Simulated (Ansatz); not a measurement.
Ti$_{3}$Si

```yaml
crystal:
  lattice:
    - [5.52012, 0.00000, 0.00000]
    - [-2.76006, 4.78056, 0.00000]
    - [0.00000, 0.00000, 4.43841]
  atoms:
    - { symbol: Ti, position: [0.34321, 0.17161, 0.75000] }
    - { symbol: Ti, position: [0.82839, 0.17161, 0.75000] }
    - { symbol: Ti, position: [0.82839, 0.65679, 0.75000] }
    - { symbol: Ti, position: [0.65679, 0.82839, 0.25000] }
    - { symbol: Ti, position: [0.17161, 0.82839, 0.25000] }
    - { symbol: Ti, position: [0.17161, 0.34321, 0.25000] }
    - { symbol: Si, position: [0.33333, 0.66667, 0.75000] }
    - { symbol: Si, position: [0.66667, 0.33333, 0.25000] }
```

Space group P6₃/mmc; a structure from a database of computed crystals, not necessarily the ambient phase; computed without spin polarisation.

The calculation used Ansatz, DFT LDA, scalar-relativistic, plane waves, PAW.

Predict the valence pseudo-density and electron localisation function between the atoms.

Ti–Si (2.76 Å): ρ at the midpoint is about 0.25 e/Å³; the ELF peaks at about 0.70 in the valence shell of Si, 1.0 Å from its nucleus, and is about 0.35 at the midpoint.

Does the calculation give a band gap?

It is gapless in this calculation (a metal or semimetal).

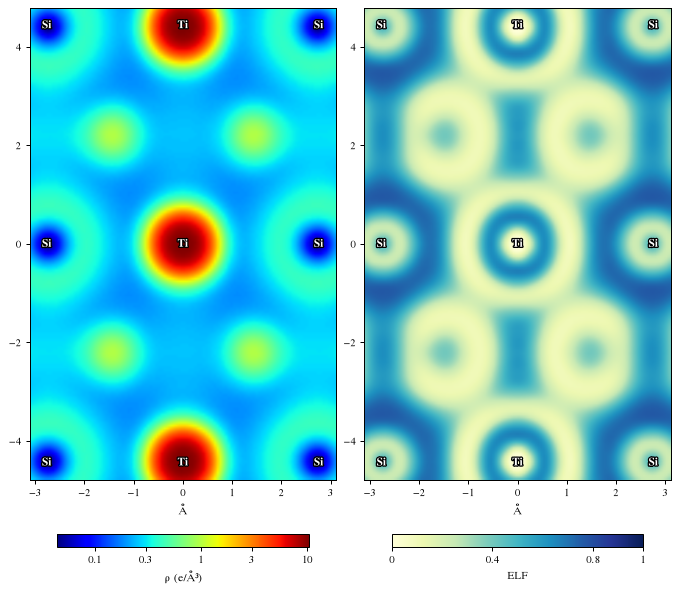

Computed valence pseudo-density and electron localisation function on the (100) plane of the conventional cell, in this order. Atoms just off the plane (Ti, 0.8 Å away) can leave unmarked features too.

In a PAW calculation such maps are meaningful between the atoms, not at the nuclei.
